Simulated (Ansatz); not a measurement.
A series of calculations on CdSe

## 1. Relaxation

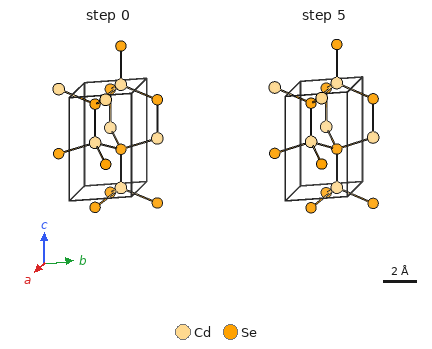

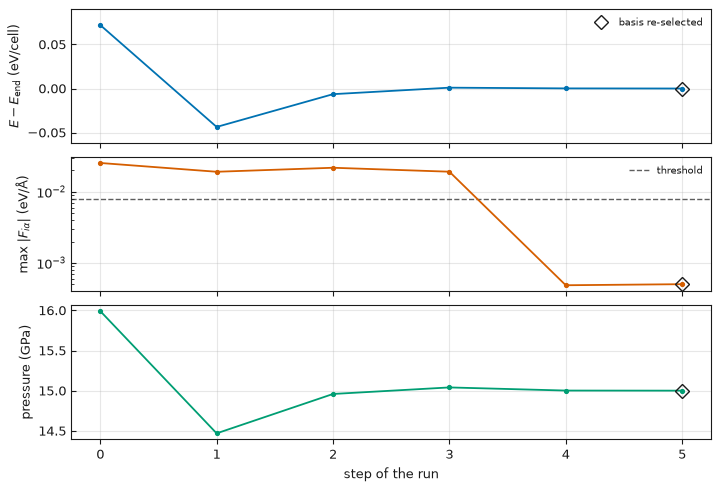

First and last geometry of a relaxation of crystalline CdSe (set up in P6_3mc), with the history of the run. A ball-and-stick model of the cell of the calculation, seen slightly off an axis.

Case: relaxed at 15 GPa.

All numbers below come from DFT PBEsol, scalar-relativistic, plane waves, PAW (Ansatz). Set-up: plane-wave cutoff 420 eV; k-point mesh 12 × 12 × 6; occupations gaussian; smearing width 0.02 eV; target pressure 15 GPa; no spin polarisation; cell and atoms relaxed; force threshold 0.008 eV/Å; at most 50 steps.

Q: Did the run converge, and what did it change?

A: It converged. The largest moves relative to the cell, 0.016 Å, are those of Cd and Se atoms. By element the largest moves are Cd 0.016 Å, Se 0.016 Å. The drawn cell changes as follows: a = b 4.026 → 4.015 Å (−0.3 %), c 6.594 → 6.681 Å (+1.3 %); the volume changes by +0.8 %. Among the contacts that change: Cd–Se 2.467 → 2.476 Å. The space group stays P6_3mc (No. 186). After 4 accepted moves (5 points after the start) the energy has fallen by 72.0 meV per cell of the calculation. With the target pressure of 15 GPa, the enthalpy E + pV changes by −3.5 meV per cell of the calculation. The largest force component goes from 0.025 to 0.0005 eV/Å. Pressure: 15.99 GPa at the start and 15.00 GPa at the end. The SCF was repeated once at an unchanged geometry on a basis and grid sized afresh for the cell, which shifted the energy by 0.1 meV per cell of the calculation at most. The run took 2.5 min on 1 thread of AMD EPYC 7R43 64-Core Processor (Zen 3) (shared host), peak memory 0.56 GiB.

## 2. Relaxation

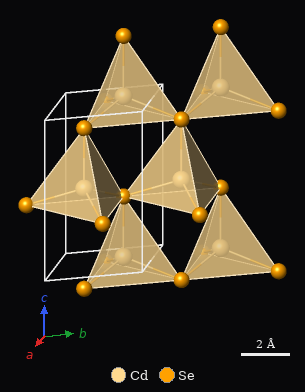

A crystal of CdSe (set up in P6_3mc), before the relaxation. The picture is a polyhedral view of the cell of the calculation, repeated 1 × 2 × 1 with one cell outlined, seen slightly off an axis.

Computed with DFT PBEsol, scalar-relativistic, plane waves, PAW in Ansatz.

Input file:
```yaml
crystal:
  lattice:
    - [4.3460853832, 0.0, 0.0]
    - [-2.1730426916, 3.7638203488, 0.0]
    - [0.0, 0.0, 7.08983988]
  atoms:
    - { symbol: Cd, position: [0.66666667, 0.33333333, 0.49995336] }
    - { symbol: Cd, position: [0.33333333, 0.66666667, 0.99995336] }
    - { symbol: Se, position: [0.66666667, 0.33333333, 0.87590664] }
    - { symbol: Se, position: [0.33333333, 0.66666667, 0.37590664] }
basis:
  ecutwfc: 420
kpoints:
  mp_grid: { grid: [12, 12, 6] }
hamiltonian:
  xc: pbesol
scf:
  occupations: { method: gaussian, width: 0.02 }
output:
  forces: true
  stress: true
  eigenvalues: true
relax:
  adjacent_minimum: "off"
  f_tol: 0.005
  max_steps: 80
  cell: { stress_tol: 0.05 }
```

Launched with:
```bash
ansatz run input.yaml --threads 1 --pin off --max-ram 2560MiB --backend cpu --events-out ev --progress --plain --runs-dir out
```

**Where does the relaxation end?**

Over 2 accepted moves (3 points after the start) the energy falls by 4.0 meV per atom. Largest force component: 0.0014 eV/Å at the start, 0.00078 eV/Å at the end. Pressure: −1.45 GPa at the start and −0.04 GPa at the end. The SCF was repeated once at an unchanged geometry on a basis and grid sized afresh for the cell, which shifted the energy by 0.1 meV per atom at most. The atoms keep their places relative to the cell (all moves are under 0.005 Å). Cell: a = b 4.346 → 4.303 Å (−1.0 %), c 7.090 → 7.023 Å (−0.9 %). Volume −2.9 %. Among the contacts that change: Cd1–Se3 2.665 → 2.639 Å, Cd1–Se4 2.659 → 2.633 Å. The space group stays P6_3mc (No. 186). The run took 3.3 min on 1 thread of AMD EPYC 7R43 64-Core Processor (Zen 3), on a shared host, peak memory 0.6 GiB.

The end point in the same view:

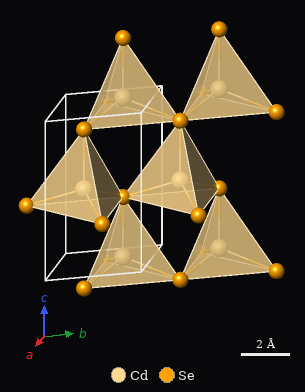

## 3. A change

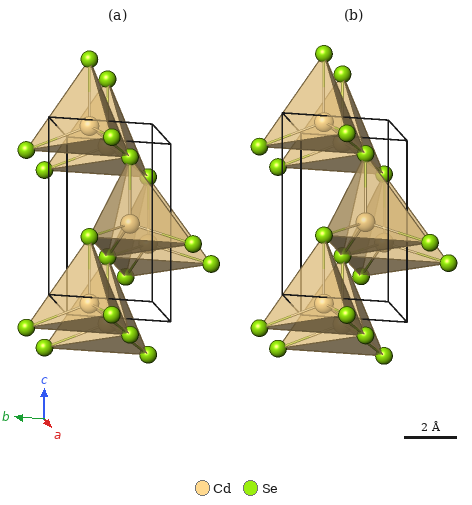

Left: a crystal of CdSe (set up in P6_3mc). Right: the same structure after one change, at the same scale. Style: polyhedral. Shown: the cell of the calculation, repeated 2 × 1 × 1 with one cell outlined, from a free direction.

Computed with DFT PBEsol, scalar-relativistic, plane waves, PAW (Ansatz). Settings: plane-wave cutoff 420 eV; k-point mesh 12 × 12 × 6; occupations gaussian; smearing width 0.02 eV; no spin polarisation.

The crystal is put under a hydrostatic pressure of −3 GPa. Cell and atoms are relaxed at that pressure.

Question: What does the change do?

Answer: It costs 20.1 meV per atom. The pressure goes from 0.0 to −3.0 GPa. Cell: a = b 4.303 → 4.402 Å (+2.3 %), c 7.023 → 7.180 Å (+2.2 %). Volume +7.0 %. No atom moves by more than 0.005 Å relative to the cell. Among the bonded contacts that change: Cd–Se 2.635 → 2.693 to 2.700 Å. The space group stays P6_3mc (No. 186).

## 4. Series

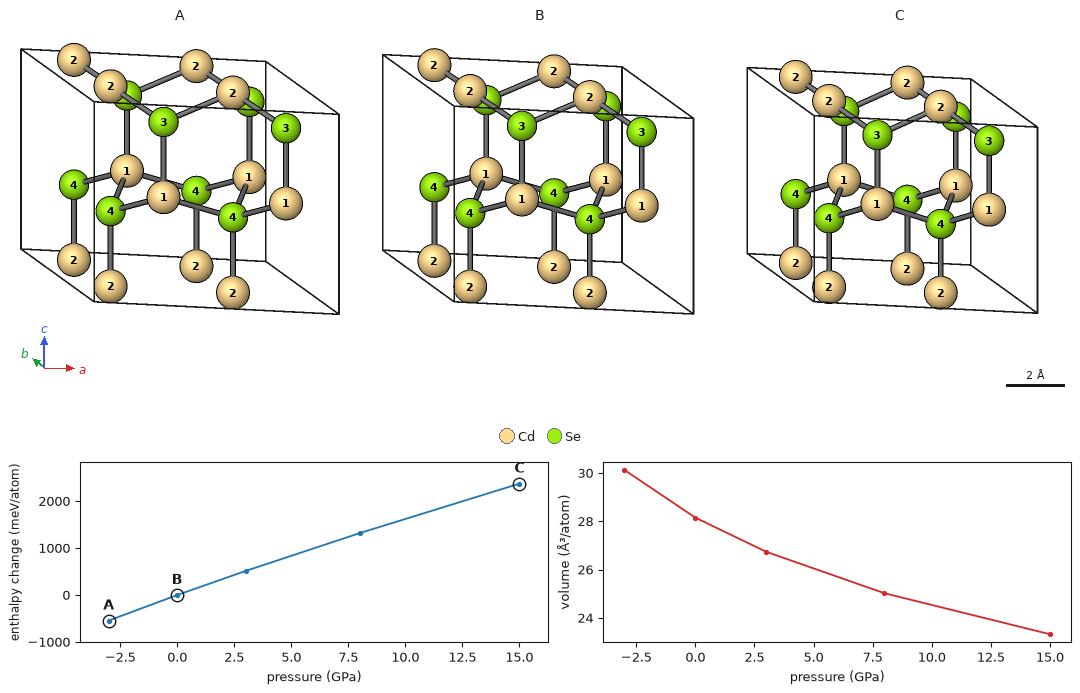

Members of a series of calculations on solid CdSe (set up in P6_3mc), marked on the first curve. The picture is a ball-and-stick view of the cell of the calculation, repeated to show the pattern, seen slightly off an axis.

The calculation used DFT PBEsol, scalar-relativistic, plane waves, PAW (Ansatz). Settings: plane-wave cutoff 420 eV; k-point mesh 12 × 12 × 6; occupations gaussian; smearing width 0.02 eV; no spin polarisation.

> Describe the series.

The structure is relaxed at several pressures. A (pressure −3.0 GPa): enthalpy change −544 meV/atom, volume 30.13 Å³ per atom. B (pressure 0.0 GPa): enthalpy change 0.0 meV/atom, volume 28.15 Å³ per atom. C (pressure 15.0 GPa): enthalpy change 2373 meV/atom, volume 23.32 Å³ per atom. The rest compares A with C. Cell: a = b 8.805 → 8.031 Å (−8.8 %), c 7.180 → 6.681 Å (−7.0 %). Volume −22.6 %. Near-neighbour distances before and after: Cd–Se 2.695 → 2.470 to 2.476 Å.
